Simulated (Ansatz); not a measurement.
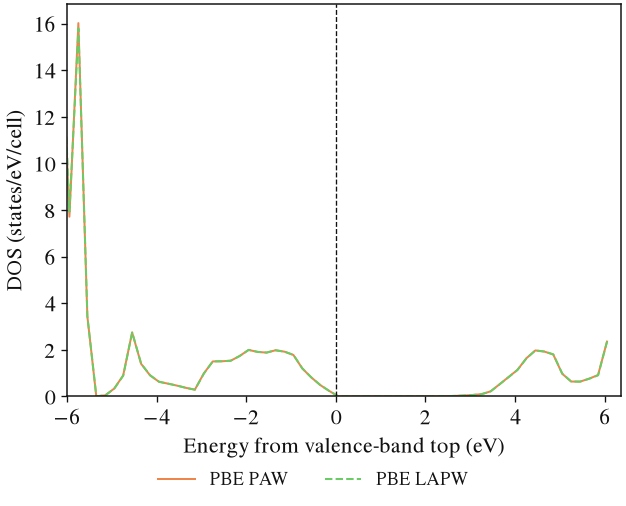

Total densities of states of ZnS, space group F-43m (No. 216), 2 atoms in the cell, by two methods on the same cell. Each is counted from its own valence-band top.

What changes from one method to the other?

Answer. The gap hardly changes: PBE PAW gives a gap of 2.10 eV and PBE LAPW gives a gap of 2.10 eV.

Settings. PBE PAW: DFT, PBE, PAW with Ansatz's default frozen-core files, scalar-relativistic, no spin polarisation, 8×8×8 k mesh, 420 eV cutoff (Ansatz). PBE LAPW: DFT, PBE, all-electron LAPW, scalar-relativistic, no spin polarisation, 8×8×8 k mesh (Ansatz 0.2.0).
